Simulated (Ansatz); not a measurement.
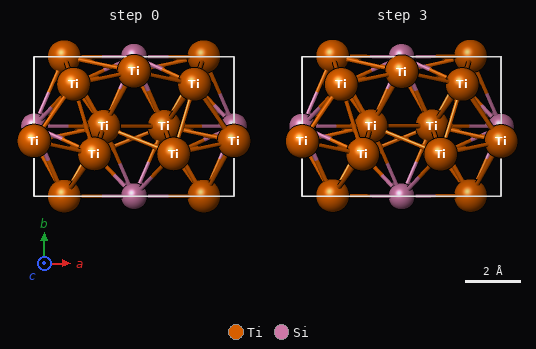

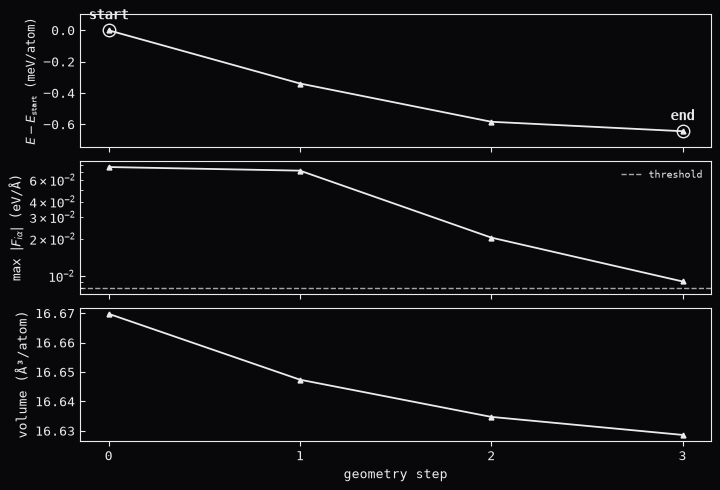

First and last geometry of a relaxation of solid Ti₅Si (set up in C2), with the history of the run. Style: ball-and-stick. Shown: the conventional cell (2 times the calculation's cell), along the c axis. Lengths and directions refer to the drawn axes.

Case: biaxial strain in the a-b plane of +1.5 %; c and atoms relaxed.

Level of theory: DFT PBE, scalar-relativistic, plane waves, PAW (Ansatz).

Input
```yaml
crystal:
  lattice:
    - [2.5621093616, 1.4792345296, 4.5049342704]
    - [-2.5621093616, 1.4792345296, 4.5049342704]
    - [0.0, -2.8637506272, 4.4738326456]
  atoms:
    - { symbol: Ti, position: [0.1513621523, 0.1513621523, 0.1513621523] }
    - { symbol: Ti, position: [0.6045557533, 0.3954442467, 0.0] }
    - { symbol: Ti, position: [0.0, 0.6045557533, 0.3954442467] }
    - { symbol: Ti, position: [0.8486378477, 0.8486378477, 0.8486378477] }
    - { symbol: Ti, position: [0.3954442467, 0.0, 0.6045557533] }
    - { symbol: Si, position: [0.5, 0.5, 0.5] }
basis:
  ecutwfc: 420
kpoints:
  mp_grid: { grid: [12, 12, 12] }
hamiltonian:
  xc: pbe
scf:
  occupations: { method: gaussian, width: 0.1 }
output:
  forces: true
  stress: true
  eigenvalues: true
relax:
  adjacent_minimum: "off"
  f_tol: 0.008
  max_steps: 40
  cell: { stress_tol: 0.015, fix: [a, b, gamma] }
```

Run as
```bash
ansatz run input.yaml --threads 1 --pin off --max-ram 2560MiB --backend cpu --events-out ev --progress --plain --runs-dir out
```

**Read the history and describe the run.**

The run was cut off at its time limit before the relaxation converged, so the last structure is only a point on the way. After 3 geometry steps the energy has fallen by 0.6 meV per atom. Largest force component: 0.076 eV/Å at the start, 0.0091 eV/Å at the end. The pressure goes from −2.55 to −2.27 GPa. The largest moves relative to the cell, 0.025 Å, are those of Ti1 and Ti4. Ti4 goes along [1 2 1]. By element the largest moves are Ti 0.025 Å, Si 0.009 Å. The volume changes by −0.2 %, with a 8.686 → 8.648 Å (−0.4 %), b unchanged at 5.124 Å, c 5.312 → 5.323 Å (+0.2 %). Near-neighbour distances that change, for instance: Ti1–Si6 2.949 → 2.976 Å, Ti1–Ti5 2.836 → 2.861 Å, Ti1–Si6 (another image) 2.906 → 2.881 Å, Ti1–Si6 (another image) 2.949 → 2.925 Å. The space group stays C2 (No. 5). The run took 6.7 min on 1 thread of Intel(R) Xeon(R) 6975P-C (Granite Rapids), with other jobs on the host, peak memory 1.5 GiB.
